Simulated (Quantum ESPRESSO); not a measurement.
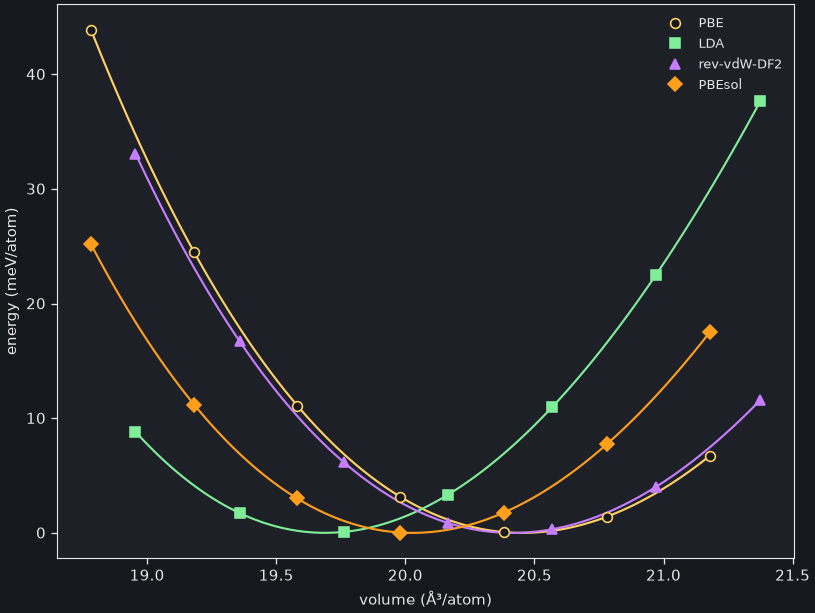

The plot gives the computed energy against volume, with one curve for each functional, for Si (space group Fd-3m).

Calculation (Quantum ESPRESSO 7.5): plane-wave DFT, no spin polarisation; energies at scaled volumes of the given cell, shape and fractions fixed, counted from the fit's minimum, third-order Birch-Murnaghan fit. All runs: no spin polarisation.

Settings that differ: PBE: density cutoff 5990 eV, wave cutoff 748 eV, k mesh 10×10×10, occupations fixed, potentials SSSP-1.3-efficiency-PBE; LDA: density cutoff 4900 eV, wave cutoff 612 eV, k mesh 8×8×8, occupations Fermi–Dirac, potentials GBRV-1.5-LDA, smearing width 0.05 eV; rev-vdW-DF2: density cutoff 1960 eV, wave cutoff 490 eV, k mesh 8×8×8, occupations Fermi–Dirac, potentials PseudoDojo-0.4.1-SR-PBE-standard, smearing width 0.05 eV; PBEsol: density cutoff 1960 eV, wave cutoff 490 eV, k mesh 10×10×10, occupations fixed, potentials PseudoDojo-0.4.1-SR-PBEsol-standard.

Keep in mind: potentials made for another functional (rev-vdW-DF2).
